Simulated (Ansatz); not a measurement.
# Electron scattering at the Σ5 (210) boundary in fcc Ni with C (interstitial), part 2 of 3

How much does the Σ5 (210) boundary in fcc Ni with C (interstitial) reflect electrons?

Ansatz 0.2.0; Ansatz plane-wave DFT, PBE, PAW files, collinear spin; relaxation of a bicrystal slab with its lowest layers held; PAW set soft_1 (the session's first sound run).

So far: The starting structure; Relaxing the bicrystal.

## (2) Relaxing the bicrystal (continued)

Step by step:

| step | energy less that of the first step (eV) | largest force component (eV/Å) |
| --- | --- | --- |
| 1 | 0.0000 | 0.9936 |
| 2 | -0.1708 | 0.8102 |
| 3 | -0.3358 | 0.2848 |
| 4 | -0.3439 | 0.1730 |
| 5 | -0.3475 | 0.0526 |
| 6 | -0.3495 | 0.0304 |
| 7 | -0.3634 | 0.1214 |
| 8 | -0.3743 | 0.1092 |
| 9 | -0.3791 | 0.1051 |
| 10 | -0.3808 | 0.0540 |
| 11 | -0.3814 | 0.0050 |

The run keeps the 2 symmetry operations that it works with, so distortions that break them were not tested.

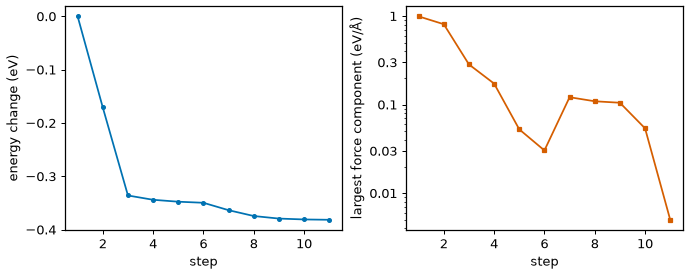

Energy and largest force along the relaxation.

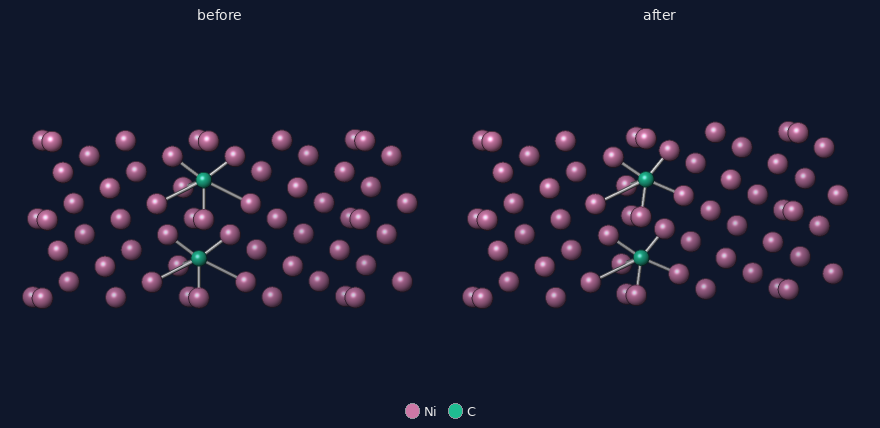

The structure before and after the relaxation, drawn at the same scale. Bonds to atoms that aren't drawn are left out.

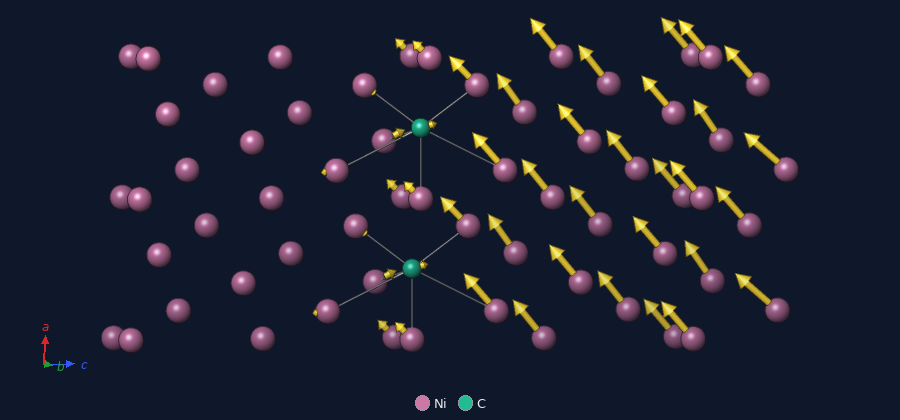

Displacements in the relaxation, exaggerated; the longest in the cell stands for 0.61 Å. Bonds to atoms that aren't drawn are left out. 2×1×1 cells are drawn. Some periodic images of atoms are drawn too.

The atoms that moved most (Å):

| atom | dx | dy | dz | length |
| --- | --- | --- | --- | --- |
| Ni24 | 0.366 | -0.164 | -0.463 | 0.613 |
| Ni23 | 0.379 | -0.169 | -0.363 | 0.551 |
| Ni14 | 0.364 | -0.163 | -0.348 | 0.529 |
| Ni21 | 0.363 | -0.162 | -0.342 | 0.524 |
| Ni18 | 0.374 | -0.167 | -0.325 | 0.523 |
| Ni19 | 0.373 | -0.167 | -0.326 | 0.522 |
| Ni16 | 0.369 | -0.165 | -0.330 | 0.522 |
| Ni22 | 0.392 | -0.175 | -0.297 | 0.522 |

The relaxed structure:

```cif
data_structure
_symmetry_space_group_name_H-M 'P 1'
_symmetry_Int_Tables_number 1
_cell_length_a 4.3160
_cell_length_b 3.5240
_cell_length_c 29.1238
_cell_angle_alpha 90.000
_cell_angle_beta 90.000
_cell_angle_gamma 65.905
_cell_volume 404.37
loop_
_atom_site_label
_atom_site_type_symbol
_atom_site_fract_x
_atom_site_fract_y
_atom_site_fract_z
_atom_site_occupancy
Ni1 Ni 0.00000 0.00000 0.17168 1
Ni2 Ni 0.60000 0.70000 0.19874 1
Ni3 Ni 0.20000 0.40000 0.22579 1
Ni4 Ni 0.80000 0.10000 0.25285 1
Ni5 Ni 0.39879 0.80060 0.27941 1
Ni6 Ni 0.99724 0.50138 0.30689 1
Ni7 Ni 0.59897 0.20052 0.33390 1
Ni8 Ni 0.19764 0.90118 0.35867 1
Ni9 Ni 0.79117 0.60441 0.38965 1
Ni10 Ni 0.42185 0.28908 0.42075 1
Ni11 Ni 0.03376 0.98312 0.43777 1
C12 C 0.50820 0.74590 0.44615 1
Ni13 Ni 0.87384 0.56308 0.48671 1
Ni14 Ni 0.30111 0.84944 0.51147 1
Ni15 Ni 0.70327 0.14837 0.54043 1
Ni16 Ni 0.10265 0.44868 0.56620 1
Ni17 Ni 0.50089 0.74955 0.59309 1
Ni18 Ni 0.90403 0.04799 0.62049 1
Ni19 Ni 0.30358 0.34821 0.64752 1
Ni20 Ni 0.69999 0.65000 0.67404 1
Ni21 Ni 0.10091 0.94955 0.70108 1
Ni22 Ni 0.50891 0.24554 0.72968 1
Ni23 Ni 0.90524 0.54738 0.75446 1
Ni24 Ni 0.30173 0.84913 0.77807 1
```

Numbers from this step:

```yaml
free_energy: -134559.4279 eV
energy_at_zero_smearing: -134558.8005 eV
fermi_energy: 9.700 eV
magnetization: 12.37 μB
absolute_magnetization: 14.14 μB
```

The largest force component on a free atom ends at 0.0050 eV/Å, under the tolerance of 0.03, after 11 steps.

## (3) Transmission across the boundary

This step: Ansatz plane-wave DFT, PBE, PAW files, collinear spin; ballistic transport by layer matching (Landauer), zero bias; boundary relaxed in a short slab, bulk layers laid on; PAW set soft_1 (Ansatz 0.2.0).

System of this step: Σ5 (210) boundary in fcc Ni with C (interstitial). The cell holds 55 atoms: 54 Ni and 1 C. Cell: a = 4.316 Å, b = 3.524 Å, c = 50.227 Å, α = 90.0°, β = 90.0°, γ = 65.9°. It derives from Ni. Regions: lower grain, 22 atoms (22 Ni); boundary, 15 atoms (14 Ni and 1 C); upper grain, 18 atoms (18 Ni). Vacuum lies along c.

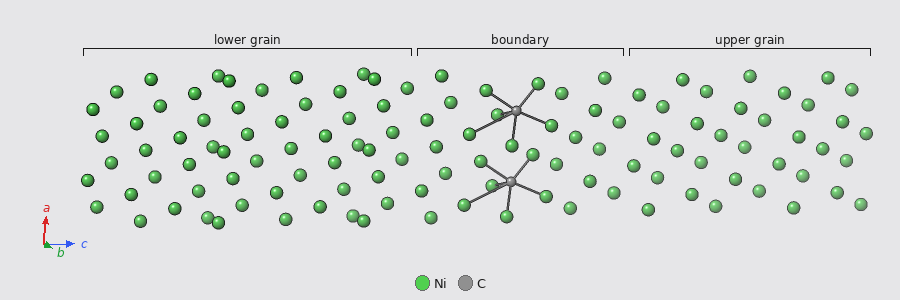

The cell of this step (nickel green, carbon grey). 2×1×1 cells are drawn. Some periodic images of atoms are drawn too.

input.yaml

```yaml
crystal:
  lattice:
    - [4.3160009268, 0.0, 0.0]
    - [1.4386669756, 3.2169571544, 0.0]
    - [0.0, 0.0, 50.2266117697]
  atoms:
    - { symbol: Ni, position: [-17.4, 8.6999999999, 0.079639057], spin: 1.0 }
    - { symbol: Ni, position: [-16.8, 8.3999999999, 0.0953277593], spin: 1.0 }
    - { symbol: Ni, position: [-16.2, 8.0999999999, 0.1110164615], spin: 1.0 }
    - { symbol: Ni, position: [-15.6, 7.7999999999, 0.1267051637], spin: 1.0 }
    - { symbol: Ni, position: [-15.0, 7.4999999999, 0.1423938659], spin: 1.0 }
    - { symbol: Ni, position: [-14.4, 7.1999999999, 0.1580825681], spin: 1.0 }
    - { symbol: Ni, position: [-13.8, 6.8999999999, 0.1737712703], spin: 1.0 }
    - { symbol: Ni, position: [-13.2, 6.5999999999, 0.1894599725], spin: 1.0 }
    - { symbol: Ni, position: [-12.6, 6.2999999999, 0.2051486748], spin: 1.0 }
    - { symbol: Ni, position: [-12.0, 5.9999999999, 0.220837377], spin: 1.0 }
    - { symbol: Ni, position: [-11.4, 5.6999999999, 0.2365260792], spin: 1.0 }
    - { symbol: Ni, position: [-10.8, 5.3999999999, 0.2522147814], spin: 1.0 }
    - { symbol: Ni, position: [-10.2, 5.0999999999, 0.2679034836], spin: 1.0 }
    - { symbol: Ni, position: [-9.6, 4.7999999999, 0.2835921858], spin: 1.0 }
    - { symbol: Ni, position: [-9.0, 4.5, 0.2992808881], spin: 1.0 }
    - { symbol: Ni, position: [-8.4, 4.2, 0.3149695903], spin: 1.0 }
    - { symbol: Ni, position: [-7.8, 3.9, 0.3306582925], spin: 1.0 }
    - { symbol: Ni, position: [-7.2, 3.6, 0.3463469947], spin: 1.0 }
    - { symbol: Ni, position: [-6.6, 3.3, 0.3620356969], spin: 1.0 }
    - { symbol: Ni, position: [-6.0, 3.0, 0.3777243991], spin: 1.0 }
    - { symbol: Ni, position: [-5.4, 2.7, 0.3934131013], spin: 1.0 }
    - { symbol: Ni, position: [-4.8, 2.4, 0.4091018036], spin: 1.0 }
    - { symbol: Ni, position: [0.8, 0.1, 0.4247905058], spin: 1.0 }
    - { symbol: Ni, position: [0.3987920581, 0.8006039709, 0.4401930236], spin: 1.0 }
    - { symbol: Ni, position: [-0.0027604234, 0.5013802117, 0.456124371], spin: 1.0 }
    - { symbol: Ni, position: [0.598968857, 0.2005155715, 0.471787094], spin: 1.0 }
    - { symbol: Ni, position: [0.1976416158, 0.9011791921, 0.4861507055], spin: 1.0 }
    - { symbol: Ni, position: [0.7911716521, 0.604414174, 0.5041136181], spin: 1.0 }
    - { symbol: Ni, position: [0.4218474635, 0.2890762682, 0.5221444994], spin: 1.0 }
    - { symbol: Ni, position: [0.033759638, -0.016879819, 0.532012757], spin: 1.0 }
    - { symbol: C, position: [0.508197687, 0.7459011565, 0.5368740358] }
    - { symbol: Ni, position: [0.8738386279, 0.5630806861, 0.5603939231], spin: 1.0 }
    - { symbol: Ni, position: [0.3011134069, 0.8494432966, 0.5747495141], spin: 1.0 }
    - { symbol: Ni, position: [0.7032676242, 0.1483661879, 0.5915445531], spin: 1.0 }
    - { symbol: Ni, position: [0.1026496175, 0.4486751913, 0.6064864535], spin: 1.0 }
    - { symbol: Ni, position: [0.5008923141, 0.749553843, 0.6220785976], spin: 1.0 }
    - { symbol: Ni, position: [0.9040256033, 0.0479871983, 0.6379643031], spin: 1.0 }
    - { symbol: Ni, position: [-4.6959743967, 2.3479871983, 0.6536530053], spin: 1.0 }
    - { symbol: Ni, position: [-5.2959743967, 2.6479871983, 0.6693417075], spin: 1.0 }
    - { symbol: Ni, position: [-5.8959743967, 2.9479871983, 0.6850304097], spin: 1.0 }
    - { symbol: Ni, position: [-6.4959743967, 3.2479871983, 0.7007191119], spin: 1.0 }
    - { symbol: Ni, position: [-7.0959743967, 3.5479871983, 0.7164078142], spin: 1.0 }
    - { symbol: Ni, position: [-7.6959743967, 3.8479871983, 0.7320965164], spin: 1.0 }
    - { symbol: Ni, position: [-8.2959743967, 4.1479871983, 0.7477852186], spin: 1.0 }
    - { symbol: Ni, position: [-8.8959743967, 4.4479871983, 0.7634739208], spin: 1.0 }
    - { symbol: Ni, position: [-9.4959743967, 4.7479871983, 0.779162623], spin: 1.0 }
    - { symbol: Ni, position: [-10.0959743967, 5.0479871983, 0.7948513252], spin: 1.0 }
    - { symbol: Ni, position: [-10.6959743966, 5.3479871983, 0.8105400275], spin: 1.0 }
    - { symbol: Ni, position: [-11.2959743966, 5.6479871983, 0.8262287297], spin: 1.0 }
    - { symbol: Ni, position: [-11.8959743966, 5.9479871983, 0.8419174319], spin: 1.0 }
    - { symbol: Ni, position: [-12.4959743966, 6.2479871982, 0.8576061341], spin: 1.0 }
    - { symbol: Ni, position: [-13.0959743966, 6.5479871982, 0.8732948363], spin: 1.0 }
    - { symbol: Ni, position: [-13.6959743966, 6.8479871982, 0.8889835385], spin: 1.0 }
    - { symbol: Ni, position: [-14.2959743966, 7.1479871982, 0.9046722407], spin: 1.0 }
    - { symbol: Ni, position: [-14.8959743966, 7.4479871982, 0.920360943], spin: 1.0 }
magnetization:
  spin_polarized: true
kpoints:
  mp_grid: { grid: [8, 8, 1] }
hamiltonian:
  xc: pbe
  pseudopotentials: { kind: paw, azcp: { folder: soft_1 } }
scf:
  occupations: { method: fermi_dirac, width: 0.1 }
output:
  transmission:
    leads: [[12, 13], [44, 45]]
    kmesh: [20, 20]
    e_range: [-0.1, 0.1]
    de: 0.05
  write_potential: true
  write_density: true
  volumetric_format: npy
  elf: true
```

Command:

```console
$ ansatz run input.yaml --threads 4 --pin off --max-ram 15360MiB --backend cpu --events-out ev --progress --plain --runs-dir out
```

Numbers of over 12 decimals in the logs are rounded to 6 here.

The program printed:

```text
[...]
Crystal: 55 atoms, lattice volume = 697.366 Å³
Basis set: ecut = 420 eV, 13475 PW (Γ)
Bands: 618, of which v1, the nominal top of the filled ones, is band 488 counted from 1 (487 counted from 0)
Symmetry: 2 space group operations
[...]
k-points: 21 of 64 (time reversal used)
[...]
Starting moments: Σ|m| = 54 μB on 54 of 55 sites
[...]
SCF iter   1: F=—  HF=-315553.988147 eV  |F-HF|=—  |Δ(HF+E_count)|=         —  Δρ=4.85e-2 (↑4.85e-2 ↓3.95e-2)  dr2=9.38e1  dr2_m=2.74e0  M=43.493 μB ∫|m|=46.190 μB  β_m=0.30  ethr=3.10e-3  ⟨swp⟩=6.0  Hψ=97852  notcnv=0  defer=2192
[...]
SCF iter  20: F=-315591.657229 eV  HF=-315591.657229 eV  |F-HF|=3.52e-8  |Δ(HF+E_count)|=   1.16e-9  Δρ=8.38e-7 (↑4.66e-7 ↓8.38e-7)  dr2=3.57e-8  dr2_m=4.00e-10  M=32.277 μB ∫|m|=36.709 μB  ethr=2.90e-12  ⟨swp⟩=9.5  Hψ=125811  notcnv=0
SCF 1 converged in 20 iterations: F = -315591.657229 eV  dr2 = 3.57e-8
[...]
transmission: 804 of 7992 steps passed
transmission: 1604 of 7992 steps passed
[...]
transmission: 7992 of 7992 steps passed
WARN: The input density's exchange-correlation potential varies sharply where the density is thin. Do not read a vacuum level from v_tot or v_xc, or from such a field of the output density. On a cell that repeats whose density bears no net charge and no dipole along the vacuum's axis use v_es (v_loc + v_h of the components); under efield.dipole_correction with no amplitude use v_es + v_field, which holds any external [...]
some or all of what a close reads of its open shells is tried by no SCF: some or all of their fillings by name were not asked, since the model of its bands would take too long in so large a cell. Whether a lower state lies along it is not known (a run that goes on reads the state that it goes on from)
SCF converged after 20 iterations
the last check of whether an eigenvalue changes by more than its tolerance under the output density was not made (no_room)
Magnetization: 32.2765 μB (504.1383 up, 471.8617 down)
Absolute magnetization: 36.7594 μB (∫|ρ↑−ρ↓|, with the PAW one-centre terms)
[...]
Per-site moments (μB) at R_I (Å): [(0.825127, 1.027886), (0.745476, 1.027886), (0.673297, 1.027886), (0.678462, 1.027886), (0.689285, 1.027886), (0.684544, 1.027886), (0.661044, 1.027886), (0.678739, 1.027886), (0.676944, 1.027886), (0.662501, 1.027886), (0.672686, 1.027886), (0.675459, 1.027886), (0.670526, 1.027886), (0.667495, 1.027886), (0.673200, 1.027886), (0.671423, 1.027886), (0.672092, 1.027886), (0.670110,  [...]
Free energy (F): -315591.657229 eV
[...]
Internal energy: -315588.715651 eV  (E = F + TS)
E sigma→0 (E₀):  -315590.186440 eV
Entropy (-TS):   -2.941578 eV (-53.483 meV/atom)
Fermi energy:    14.584927 eV
[...]
--- Band table (eV; the first three rows and the last of 42) ---
  k-point 0 ↑: bands = [... 484 lower, 14.0269, 14.0442, 14.0477, 14.0629, 14.0676, 14.0714, 14.0785, 14.0892, ... 126 higher]
  k-point 1 ↑: bands = [... 484 lower, 13.9786, 13.9899, 13.9951, 13.9988, 14.0028, 14.0124, 14.0154, 14.0262, ... 126 higher]
  k-point 2 ↑: bands = [... 484 lower, 13.9560, 13.9726, 13.9845, 13.9905, 13.9933, 14.0045, 14.0088, 14.0139, ... 126 higher]
  k-point 20 ↓: bands = [... 484 lower, 14.7546, 14.7725, 14.7863, 14.7907, 14.8067, 14.8283, 14.8398, 14.8519, ... 126 higher]
--- Transmission ---
  basis      : 117 plane waves across, 36 finite elements along
  points     : 111, standing for a mesh of 20 x 20
  energies   : 5 from -0.100000 to 0.100000 eV about the Fermi level, 0.050000 eV apart; the leads are filled to 0.000000 eV, and channels, transmission and decay are at 0.000000 eV
  crystal 0  : Ni3, at the sites [12, 13], period 2.3640 Å, over 18.12 Å; its Hamiltonian steps by up to 4.7 meV
    offset         : up to 0.0000 Å between an atom of the period and one for which it stands
    channels       : 1.822500e0 up, 4.800000e0 down
    conductance    : none, the energies end too early or step too widely for 300 K: set another output.transmission.e_range or a lower de, or, where they end at an eighth of basis.ecutwfc, a higher one
[...]
channels       : 1.822500e0 up, 4.810000e0 down
[...]
junction   : crystal 0 to crystal 1, 12.76 to 36.87 Å
    transmission   : 1.239548e0 up, 1.713975e0 down
[...]
```

Run time: 1.6 h. Hardware: 4 threads of Arm Neoverse V1, shared host; peak memory 9.7 GiB; 5.9 h of CPU time.

In the SCF lines HF is the Harris–Foulkes energy and dr2 the Hartree energy of the density residual, in eV; the loop may stop once dr2 is under the threshold and the program's other checks hold. Hψ counts applications of the Hamiltonian.

Numbers from this step:

* free energy: -315591.6572 eV
* energy at zero smearing: -315590.1864 eV
* Fermi energy: 14.58 eV
* magnetization: 32.28 μB
* absolute magnetization: 36.76 μB
* cell area: 13.88 Å²
* transmission, spin up: 1.240
* transmission, spin down: 1.714
* open channels, spin up: 1.823
* open channels, upper lead, spin up: 1.823
* open channels, spin down: 4.8
* open channels, upper lead, spin down: 4.81
* step of the lead's potential: 4.7 meV
* step of the upper lead's potential: 4.7 meV

(Continued in part 3 of 3.)

[Logs are printed without paths, hosts, clocks, repeated set-up lines and the standing remarks that a program may print on its own settings, such as how far it seeks lower states.]

[Hosts, paths, dates, database ids (printed as entryN), source tags and the programs' standing remarks are cut or masked in the printed files.]
